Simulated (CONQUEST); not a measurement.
# TiO₂: 7 runs along one coordinate

System: TiO₂ (P4₂/mnm, 6 atoms in the cell).
Method: Kohn-Sham DFT of a periodic cell, PBE, PseudoDojo NC PBE, no spin polarisation (CONQUEST 1.3).

The 7 runs differ only in the geometry, by an even scaling of the cell at fixed fractional positions. The structure derives from a Materials Project entry.

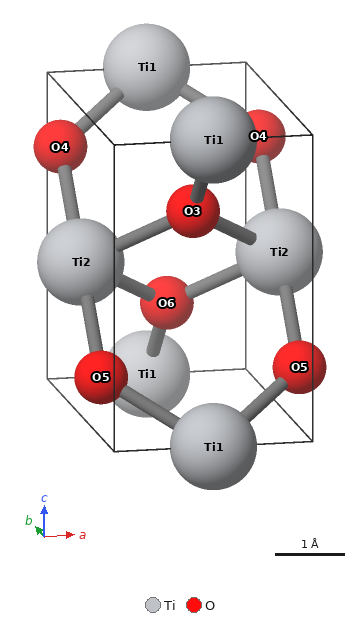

Figure 1. The structure of run 4 (ball-and-stick view of the cell of the calculation, seen slightly off an axis; atoms are numbered from 1 in the order of the input).

### Input of run 4
```
IO.Title TiO2
IO.Coordinates coords.dat
IO.FractionalAtomicCoords T
IO.Iprint 2
IO.Iprint_init 1
General.NumberOfSpecies 2
General.PseudopotentialType hamann
AtomMove.TypeOfRun static
AtomMove.FullStress T
Grid.PointsAlongX 32
Grid.PointsAlongY 48
Grid.PointsAlongZ 48
DM.SolutionMethod diagon
Diag.MPMesh T
Diag.GammaCentred T
Diag.MPMeshX 9
Diag.MPMeshY 6
Diag.MPMeshZ 6
Diag.kT 0.00183747
minE.SCTolerance 1e-6
SC.MaxIters 100
IO.AtomChargeOutput T
%block ChemicalSpeciesLabel
1 47.880 Ti
2 16.000 O
%endblock
```

Command:
```bash
Conquest
```

Lattice vectors (Å) and fractional positions of run 4:
```
   2.959214    0.000000    0.000000
   0.000000    4.599837    0.000000
   0.000000    0.000000    4.599837
Ti  0.500000  0.000000  0.000000
Ti  0.000000  0.500000  0.500000
O   0.500000  0.304321  0.695679
O   0.000000  0.804321  0.804321
O   0.000000  0.195679  0.195679
O   0.500000  0.695679  0.304321
```

Run 6 has the same physical settings and fractional positions; its lattice vectors (Å) are:
```
   2.998155    0.000000    0.000000
   0.000000    4.660368    0.000000
   0.000000    0.000000    4.660368
```

### Results, with one run withheld

| run | volume per atom (Å³) | free energy per atom, from the lowest run given (meV) | pressure (GPa) | gap on the mesh (eV) |
| --- | --- | --- | --- | --- |
| 1 | 9.809 | 56.47 | 23.51 | 1.83 |
| 2 | 10.018 | 30.43 | 16.64 | 1.78 |
| 3 | 10.227 | 12.93 | 10.30 | 1.72 |
| 4 | 10.435 | 3.11 | 4.69 | 1.67 |
| 5 | 10.644 | 0.00 | −0.17 | 1.62 |
| 6 | 10.853 | ? | ? | ? |
| 7 | 11.062 | 12.80 | −9.06 | 1.52 |

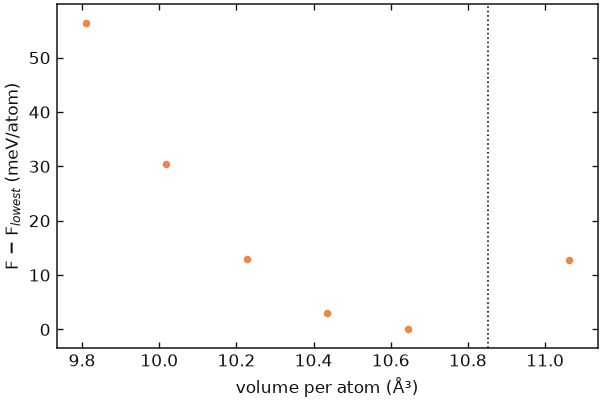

Figure 2. Free energy per atom of the runs given; the dotted line marks run 6.

What should run 6 give?

A cubic polynomial in V^(−2/3) (the Birch–Murnaghan form), fitted to the 6 runs given, misses them by at most 0.08 meV per atom. With x = V^(−2/3) − 0.21053 Å⁻², it reads F = 6.1022 + 3237.2 x + 4.3202e+05 x² − 4.5278e+05 x³ (meV per atom). At run 6 it gives 3.51 meV per atom, and the run itself gives 3.45. The slope of the fit gives a pressure −dF/dV of −4.94 GPa there, and the run prints −4.89 GPa. The two needn't agree exactly: the fit is approximate, and the printed stress is taken on a finite basis. The fit has its minimum at 10.633 Å³ per atom, where V d²F/dV² gives 250 GPa. Cell shape and fractional positions are held, so this is the stiffness under even scaling; the relaxed bulk modulus wasn't computed. The gap on the mesh goes, without turning, from 1.83 eV in run 1 to 1.52 eV in run 7; run 6 has 1.57 eV. These are gaps of this functional on this mesh, which can miss the band edges; they aren't the measured gap.

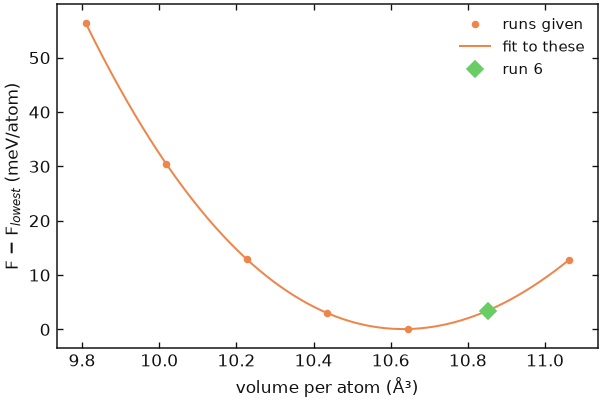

Figure 3. The fit and the withheld run.

### Some lines of the output (run 6)
```
[...]
      Using Fermi-Dirac smearing
          DFT Total Energy                 :      -184.360985593469138 Ha
          Free Energy (E-TS)               :      -185.626766662795291 Ha
          DFT Total Energy                 :      -179.846229076972264 Ha
          DFT Total Energy                 :      -184.934993166715174 Ha
          DFT Total Energy                 :      -185.063933585947069 Ha
          DFT Total Energy                 :      -185.135625230264054 Ha
          DFT Total Energy                 :      -185.135715846933181 Ha
          DFT Total Energy                 :      -185.136363727315967 Ha
          DFT Total Energy                 :      -185.136416490465734 Ha
          DFT Total Energy                 :      -185.136416549849059 Ha
      |* DFT total energy        =      -185.136416549849059 Ha
    force: Average pressure:     -4.89131921 GPa
```

Notes: Points of doubt noted for this run: small atomic basis. With a small basis of atomic orbitals these values can differ much from converged plane-wave results.
